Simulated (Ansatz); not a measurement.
AlAs: geometry relaxation (part 1 of 3)

- system: AlAs (slab, 16 atoms in the cell)
- method: DFT PBE+D3(BJ), scalar-relativistic, plane waves, PAW, no spin polarisation (Ansatz 0.2.0)

The structure derives from an entry of the Crystallography Open Database. The input holds or restrains some coordinates. Forces given for the steps count only the free coordinates. It belongs to a series of runs on one base structure; here: clean slab, lower planes held. Figures and captions count atoms from 1; the log counts them from 0 in places.

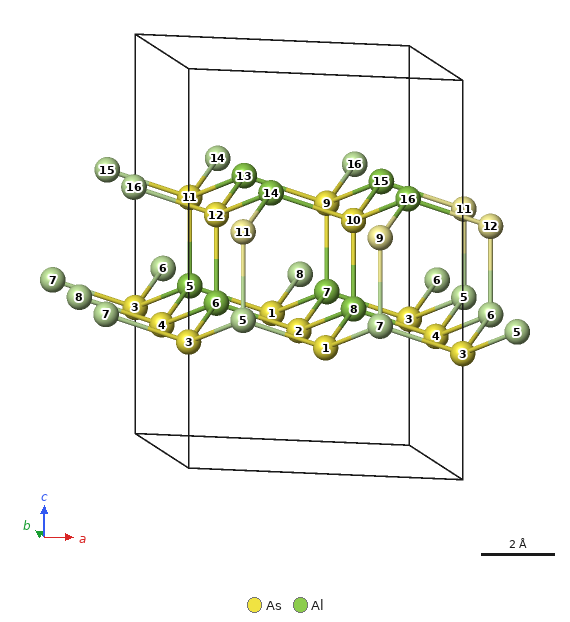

The starting structure (ball-and-stick view of the cell of the calculation, with the vacuum cut short, seen slightly off an axis; neighbours outside the cell are drawn fainter; atoms are numbered from 1 in the order of the input). An atom can appear more than once, as a periodic image. Near neighbours in the periodic cell (some may lie outside the picture): As has 3 Al at 2.45 Å; Al has 4 As at 2.45 Å; As has 4 Al at 2.45 Å; Al has 3 As at 2.45 Å.

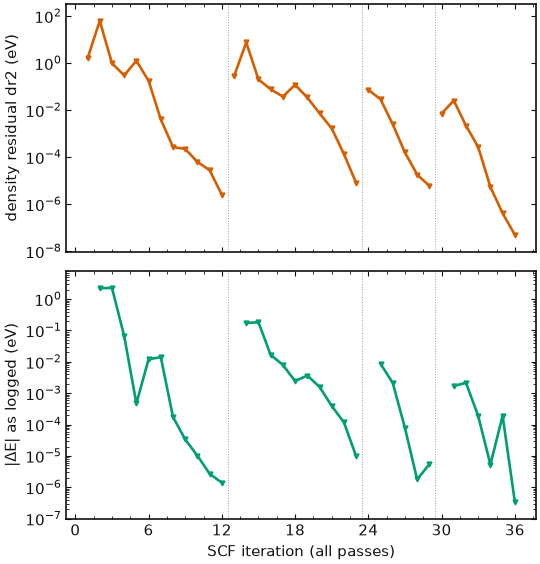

Convergence of the self-consistent field: density residual dr2 and size of the energy change against the SCF iteration. The dotted lines part the SCF passes of the relaxation: geometry steps, rejected trials and re-solves on a re-selected basis. The passes take 12, 11, 6 and 7 iterations.

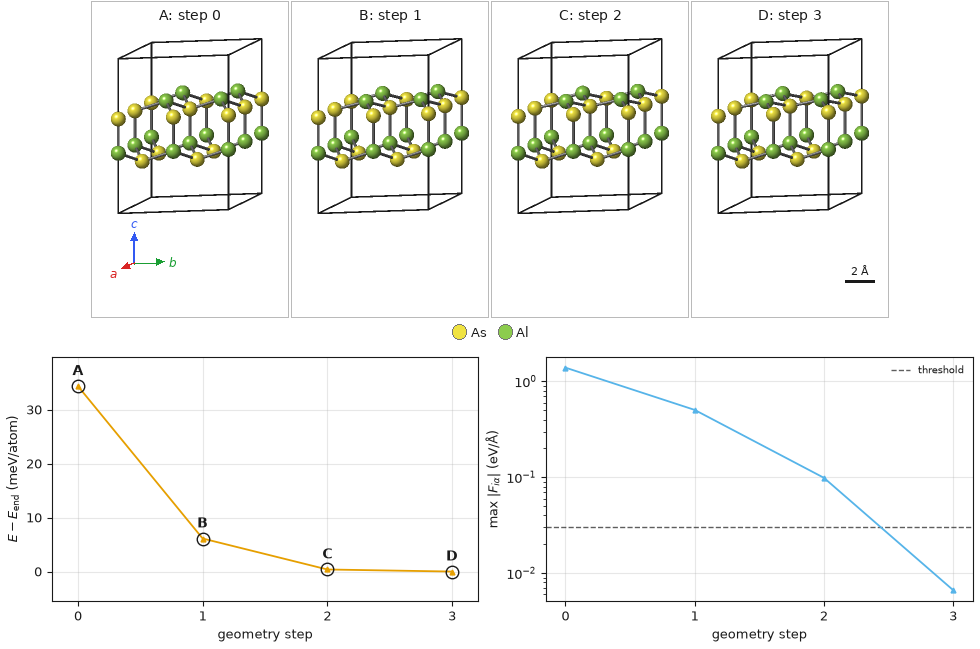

Frames of the restrained relaxation (ball-and-stick view of the cell of the calculation, with the vacuum cut short (origin shifted), seen slightly off an axis) above the curves, on which the letters mark them (the first geometry is step 0 here and step 1 in the log).

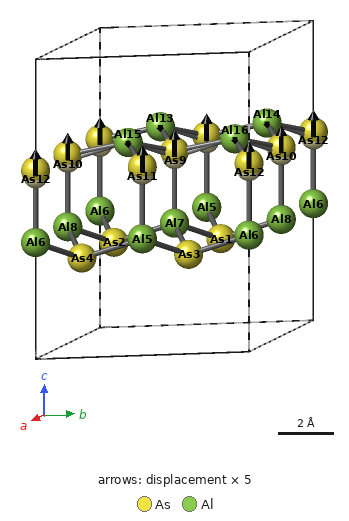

Start (faint) and end (solid) with the displacements as black arrows, magnified 5 times (ball-and-stick view of the cell of the calculation, with the vacuum cut short (origin shifted), seen slightly off an axis). Over 3 geometry steps the energy falls by 34.3 meV per atom. The largest force component goes from 1.4 to 0.0067 eV/Å. The largest moves, 0.20 Å, are those of As9, As10, As11 and As12. By element the largest moves are As 0.20 Å, Al 0.05 Å. The cell stays as it was. Distances before and after: Al5–As11 2.453 → 2.656 Å, As10–Al14 2.453 → 2.380 Å. Among the angles that change: Al8–As10–Al14 109.5° → 103.7°, Al14–As10–Al15 109.5° → 114.6°, As9–Al13–As11 109.5° → 114.6°. (Atoms are counted from 1 in the order of the input.)

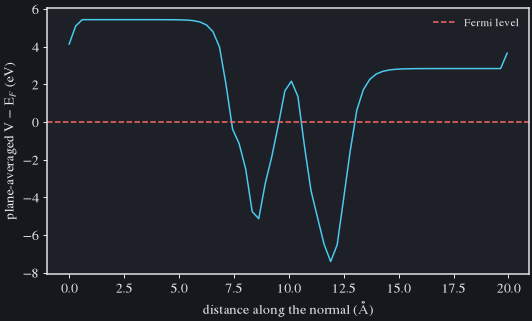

Plane average of the electrostatic potential energy of an electron across the cell, from the Fermi level. The vacuum level lies 2.83 eV above the Fermi level on the upper side and 5.43 eV on the lower.

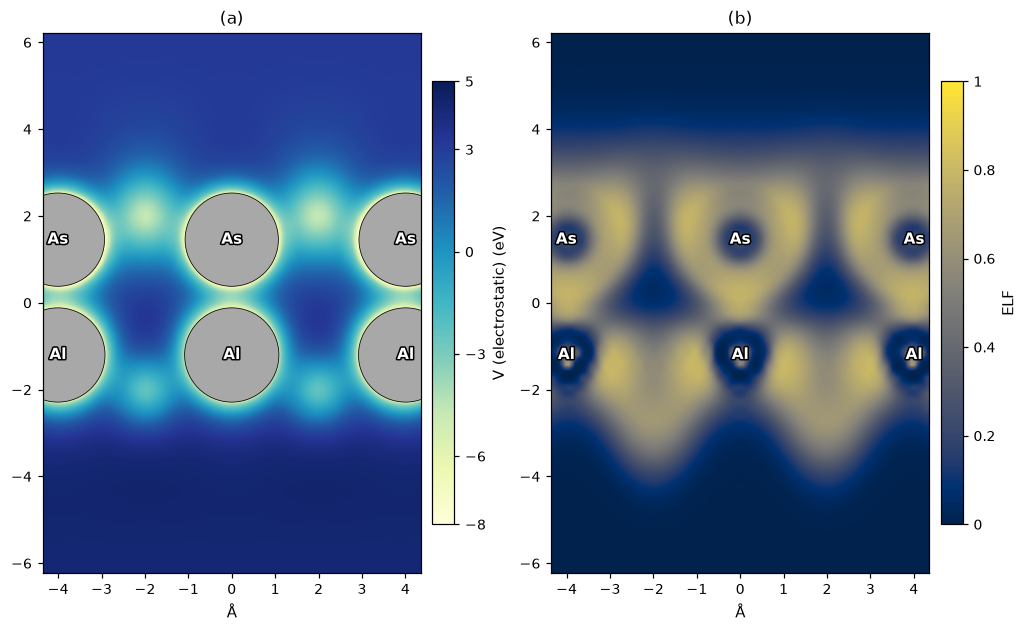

(a) electrostatic potential (local pseudopotential plus Hartree) felt by an electron; (b) ELF on the (100) plane of the calculation cell, a cut from vacuum to vacuum. Grey discs, where drawn, cover atomic cores. Atoms in the plane: Al and As. Al–As (2.66 Å): the ELF peaks at about 0.80 between the atoms, which marks a covalent bond. Core electrons are frozen (PAW), so the fields are smoothed inside the atomic spheres.

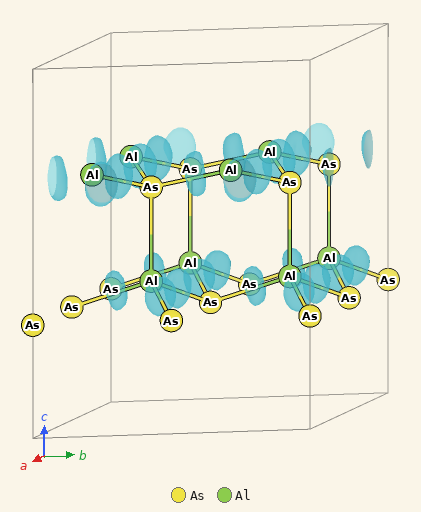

Isosurface of the ELF at 0.85 (cyan), seen slightly off an axis. Only the valence region is drawn (cores and ρ < 0.01 e/Å³ removed). Sticks mark near contacts. Profiles from the grid: Al–As (2.38 Å): the ELF peaks at about 0.90 between the atoms, as expected for localised, shared-pair bonding. Al–As (2.45 Å): the ELF peaks at about 0.90 between the atoms, which marks a shared electron pair.

The input that produced these results follows, with the program's output.

**Input file**
```yaml
crystal:
  lattice:
    - [8.0103882425, 0.0, 0.0]
    - [-4.0051941213, 6.9371997122, 0.0]
    - [0.0, 0.0, 20.0877841325]
  atoms:
    - { symbol: As, position: [0.5, 0.0, 0.3982519897] }
    - { symbol: As, position: [0.5, 0.5, 0.3982519897] }
    - { symbol: As, position: [0.0, 0.0, 0.3982519897] }
    - { symbol: As, position: [0.0, 0.5, 0.3982519897] }
    - { symbol: Al, position: [0.1666666667, 0.8333333333, 0.4389511938] }
    - { symbol: Al, position: [0.1666666667, 0.3333333333, 0.4389511938] }
    - { symbol: Al, position: [0.6666666667, 0.8333333333, 0.4389511938] }
    - { symbol: Al, position: [0.6666666667, 0.3333333333, 0.4389511938] }
    - { symbol: As, position: [0.6666666667, 0.8333333333, 0.5610488062] }
    - { symbol: As, position: [0.6666666667, 0.3333333333, 0.5610488062] }
    - { symbol: As, position: [0.1666666667, 0.8333333333, 0.5610488062] }
    - { symbol: As, position: [0.1666666667, 0.3333333333, 0.5610488062] }
    - { symbol: Al, position: [0.3333333333, 0.6666666667, 0.6017480103] }
    - { symbol: Al, position: [0.3333333333, 0.1666666667, 0.6017480103] }
    - { symbol: Al, position: [0.8333333333, 0.6666666667, 0.6017480103] }
    - { symbol: Al, position: [0.8333333333, 0.1666666667, 0.6017480103] }
basis:
  ecutwfc: 420
kpoints:
  mp_grid: { grid: [2, 2, 1] }
hamiltonian:
  xc: pbe
  dispersion: d3bj
scf:
  occupations: { method: gaussian, width: 0.05 }
output:
  forces: true
  eigenvalues: true
  write_density: true
  write_potential: true
  elf: true
  volumetric_format: npy
relax:
  adjacent_minimum: "off"
  f_tol: 0.03
  max_steps: 70
  constraints: [{ sites: [0, 1, 2, 3, 4, 5, 6, 7] }]
efield:
  axis: 3
  dipole_correction: true
  ramp_width: 0.04
```

Command:
```bash
ansatz run input.yaml --threads 4 --pin off --max-ram 12288MiB --backend cpu --events-out ev --progress --plain --runs-dir out
```

**Log**
```
Engine: ansatz 0.2.0, x86_64-unknown-linux-gnu
Pseudopotentials: kind: paw
Pseudopotential: As, paw, valence charge 15, recommended cutoff 420 eV (normal), As.paw.azcp
Pseudopotential: Al, paw, valence charge 3, recommended cutoff 420 eV (normal), Al.paw.azcp
Functional definition: PBE
  parameter kappa = 0.804
  parameter beta = 0.06672455060314922
  exchange = pbe_x(kappa = kappa, mu = beta*pi^2/3)
  correlation = pbe_c(beta = beta)
Crystal: 16 atoms, lattice volume = 1116.271 Å³
Basis set: ecut = 420 eV, 21889 PW (Γ), exchange–correlation on 108×108×270 points (8 copies of the dense FFT grid, shifted against one another)
Bands: 88, of which v1, the nominal top of the filled ones, is band 72 counted from 1 (71 counted from 0)
Symmetry: 24 space group operations
Space group: P3m1 (ITA 156), of the structure as read, at distance tolerance 1.0e-4 Å
k-points: 2 of 4
Non-local potential: As, projectors of the file, l = 0: 2, l = 1: 2, l = 2: 3, l = 3: 1
Non-local potential: Al, projectors of the file, l = 0: 2, l = 1: 2, l = 2: 1
PAW form: soft (Blöchl's): semilocal exchange-correlation on the pseudo side does not see the compensation charge
PAW one-centre angular grid: As, 590 points (default); XC on 64 Gauss nodes
PAW one-centre angular grid: Al, 110 points (default); XC on 64 Gauss nodes
Initial density: superposition of atomic densities (neutral atoms: chi_scale 0, normalization atom), corrected by the library's trained network
Initial wavefunctions: pseudopotential atomic-orbital guess
Functional: x = pbe(κ = 0.804, μ = 0.2195149727645171), c = pbe(β = 0.06672455060314922)
SCF iter   1: F=—  HF=-43152.092346 eV  |F-HF|=—  |Δ(HF+E_count)|=         —  Δρ=3.02e-3  dr2=1.59e0  ethr=1.77e-3  p=0.616 e·Å  D=9.99e-2 V/Å  ΔV_dip=-2.01 eV  dr2_dipole=6.25e-1  V_vac-E_F(+/−)=3.45/5.46 eV  ⟨swp⟩=8.5  Hψ=733  notcnv=0  defer=4
efield: sawtooth ramp at fractional position 0.9800 (placed from the atoms, in the widest stretch of the axis that holds none; the zero of the levels goes with the place), width 0.0400; the density the first Hamiltonian is built on has a dipole p = 0.616 e·Å; the dipole correction subtracts the counter field D = 9.99e-2 V/Å, which shifts the + side's vacuum level by -2.01 eV against the − side's; the planar-averaged density in the ramp window peaks in size at 7.7e-6 e/Å³
preconditioner: auto → Resta (q_TF=auto, 1.939 Å⁻¹)  ε∞=2.4  [insulator: Δε(μ)=0.541 eV  Ē_g=7.434 eV  σ=0.050 eV  W_gap=1.00  n_scr=150 (ndim 8)  ℏωp=8.9 eV  f_vac=0.603  D(μ)=0.00/eV (n_scr^D=0)  ε∞_Penn≈2.4  vacuum switching on, ρ_ref=4.0e-3 e/Å³]
SCF iter   2: F=—  HF=-43154.306761 eV  |F-HF|=—  |Δ(HF+E_count)|=    2.21e0  Δρ=1.84e-2  dr2=6.25e1  ethr=1.10e-3  p=1.206 e·Å  D=1.96e-1 V/Å  ΔV_dip=-3.93 eV  dr2_dipole=2.74e1  V_vac-E_F(+/−)=2.36/6.29 eV  ⟨swp⟩=3.0  Hψ=252  notcnv=0  defer=20  recentre
preconditioner: auto → LDOS  [insulator: Δε(μ)=0.247 eV  Ē_g=7.139 eV  σ=0.050 eV  W_gap=0.67  n_scr=150 (ndim 8)  ℏωp=8.9 eV  f_vac=0.603  D(μ)=30.85/eV (n_scr^D=212)  ε∞_Penn≈2.6  β→1.0]
SCF iter   3: F=—  HF=-43152.029870 eV  |F-HF|=—  |Δ(HF+E_count)|=    2.28e0  Δρ=2.38e-3  dr2=9.86e-1  ethr=1.10e-3  p=0.648 e·Å  D=1.05e-1 V/Å  ΔV_dip=-2.11 eV  dr2_dipole=3.83e-1  V_vac-E_F(+/−)=3.37/5.48 eV  ⟨swp⟩=3.0  Hψ=245  notcnv=0  defer=8
SCF iter   4: F=—  HF=-43151.963046 eV  |F-HF|=—  |Δ(HF+E_count)|=   6.68e-2  Δρ=1.45e-3  dr2=2.99e-1  ethr=6.84e-4  p=0.704 e·Å  D=1.14e-1 V/Å  ΔV_dip=-2.29 eV  dr2_dipole=1.08e-1  V_vac-E_F(+/−)=3.22/5.51 eV  ⟨swp⟩=1.0  Hψ=178  notcnv=0  defer=10
SCF iter   5: F=—  HF=-43151.962574 eV  |F-HF|=—  |Δ(HF+E_count)|=   4.71e-4  Δρ=2.64e-3  dr2=1.26e0  ethr=2.08e-4  p=0.787 e·Å  D=1.28e-1 V/Å  ΔV_dip=-2.56 eV  dr2_dipole=5.01e-1  V_vac-E_F(+/−)=2.98/5.55 eV  ⟨swp⟩=2.5  Hψ=199  notcnv=0  defer=15  recentre
SCF iter   6: F=—  HF=-43151.950480 eV  |F-HF|=—  |Δ(HF+E_count)|=   1.21e-2  Δρ=1.03e-3  dr2=1.76e-1  ethr=2.08e-4  p=0.712 e·Å  D=1.15e-1 V/Å  ΔV_dip=-2.32 eV  dr2_dipole=6.57e-2  V_vac-E_F(+/−)=3.17/5.49 eV  ⟨swp⟩=2.0  Hψ=218  notcnv=0  defer=18
SCF iter   7: F=—  HF=-43151.936389 eV  |F-HF|=—  |Δ(HF+E_count)|=   1.41e-2  Δρ=2.66e-4  dr2=4.02e-3  ethr=1.22e-4  p=0.742 e·Å  D=1.20e-1 V/Å  ΔV_dip=-2.42 eV  dr2_dipole=9.74e-4  V_vac-E_F(+/−)=3.06/5.48 eV  ⟨swp⟩=1.5  Hψ=161  notcnv=0  defer=18
SCF iter   8: F=—  HF=-43151.936214 eV  |F-HF|=—  |Δ(HF+E_count)|=   1.75e-4  Δρ=9.51e-5  dr2=2.71e-4  ethr=2.79e-6  p=0.745 e·Å  D=1.21e-1 V/Å  ΔV_dip=-2.43 eV  dr2_dipole=9.41e-5  V_vac-E_F(+/−)=3.05/5.48 eV  ⟨swp⟩=2.0  Hψ=196  notcnv=0  defer=18
SCF iter   9: F=—  HF=-43151.936181 eV  |F-HF|=—  |Δ(HF+E_count)|=   3.35e-5  Δρ=4.45e-5  dr2=2.23e-4  ethr=1.88e-7  p=0.742 e·Å  D=1.20e-1 V/Å  ΔV_dip=-2.42 eV  dr2_dipole=6.88e-5  V_vac-E_F(+/−)=3.05/5.47 eV  ⟨swp⟩=2.0  Hψ=218  notcnv=0  defer=18
SCF iter  10: F=—  HF=-43151.936171 eV  |F-HF|=—  |Δ(HF+E_count)|=   1.02e-5  Δρ=2.57e-5  dr2=6.31e-5  ethr=1.55e-7  p=0.742 e·Å  D=1.20e-1 V/Å  ΔV_dip=-2.41 eV  dr2_dipole=1.81e-5  V_vac-E_F(+/−)=3.05/5.47 eV  ⟨swp⟩=1.0  Hψ=158  notcnv=0  defer=18
SCF iter  11: F=—  HF=-43151.936168 eV  |F-HF|=—  |Δ(HF+E_count)|=   2.70e-6  Δρ=1.45e-5  dr2=2.77e-5  ethr=1.56e-8  p=0.741 e·Å  D=1.20e-1 V/Å  ΔV_dip=-2.41 eV  dr2_dipole=9.14e-6  V_vac-E_F(+/−)=3.06/5.47 eV  ⟨swp⟩=23.0  Hψ=1826  notcnv=0
SCF iter  12: F=-43151.936163 eV  HF=-43151.936166 eV  |F-HF|=3.26e-6  |Δ(HF+E_count)|=   1.40e-6  Δρ=4.12e-6  dr2=2.54e-6  ethr=1.56e-8  p=0.741 e·Å  D=1.20e-1 V/Å  ΔV_dip=-2.41 eV  dr2_dipole=8.85e-7  V_vac-E_F(+/−)=3.06/5.47 eV  ⟨swp⟩=11.5  Hψ=1372  notcnv=0
SCF 1 converged in 12 iterations: F = -43151.936163 eV  dr2 = 2.54e-6
  greatest PAW one-centre occupation: 0.999 electrons in one spin orbital (limit 2), on the As atom at site 3 (counted from 0), in its partial waves of l = 2
relax step   1: F+E_penalty+E_count = -43151.93616323 eV  Δ(F+E_penalty+E_count) = +0.000e0 eV  max|allowed force component| = 1.393e0 eV/Å  Δτ_max = 0.0000 Å  (12 SCF iters, dr2 threshold 2.25e-5 eV, accepted)
Initial density: handed on by an earlier stage of this run
Initial wavefunctions: those handed on with the density
iter 1 solved again at ethr=2.20e-4 eV; its pass at ethr=3.10e-3 eV (dr2=3.16e-1 eV) is discarded
```
